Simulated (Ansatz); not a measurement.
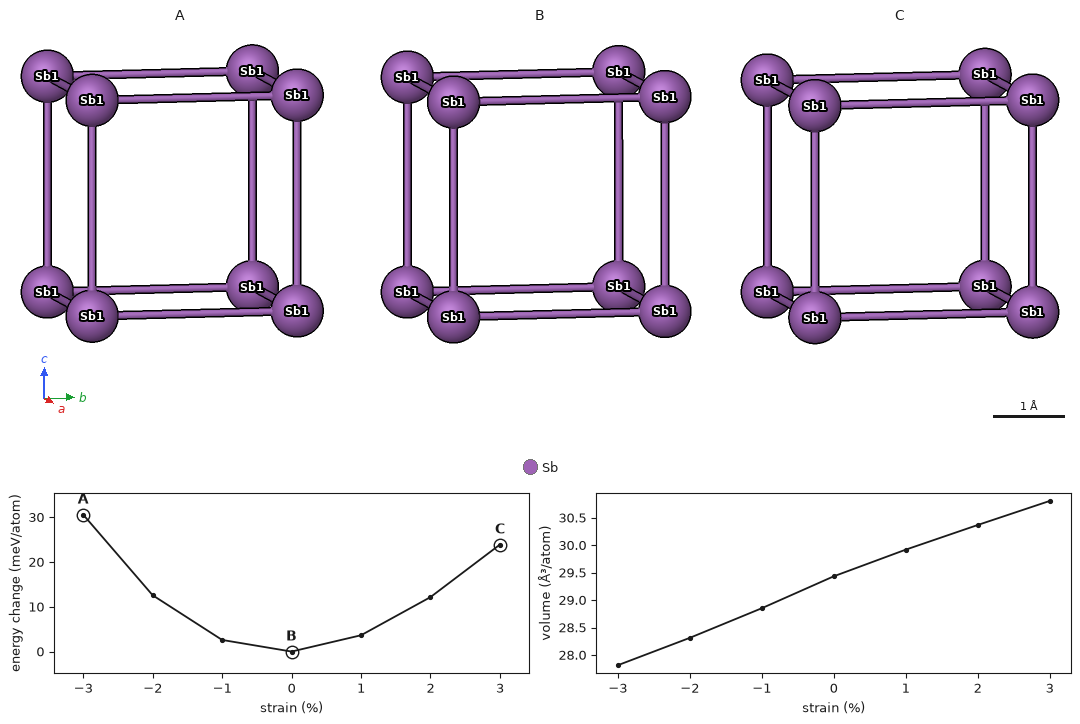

Members of a series of calculations on a crystal of Sb (set up in Pm-3m), marked on the first curve. The picture is a ball-and-stick view of the cell of the calculation, seen slightly off an axis.

The calculation used DFT r2SCAN, scalar-relativistic, plane waves, PAW in Ansatz 0.2.0. Settings: plane-wave cutoff 500 eV; k-point mesh 16 × 16 × 16; occupations gaussian; smearing width 0.1 eV; no spin polarisation.

Question: Describe the series.

Answer: Biaxial strain in the a–b plane, c and atoms relaxed. A (strain −3.0 %): energy change 30.6 meV/atom, volume 27.81 Å³ per atom. B (strain 0.0 %): energy change 0.0 meV/atom, volume 29.43 Å³ per atom. C (strain 3.0 %): energy change 23.9 meV/atom, volume 30.81 Å³ per atom. The rest compares A with C. Cell: a = b 2.995 → 3.180 Å (+6.2 %), c 3.101 → 3.046 Å (−1.8 %). Volume +10.8 %. Among the bonded contacts that change: Sb–Sb 2.995 → 3.180 Å, Sb–Sb 3.101 → 3.046 Å.
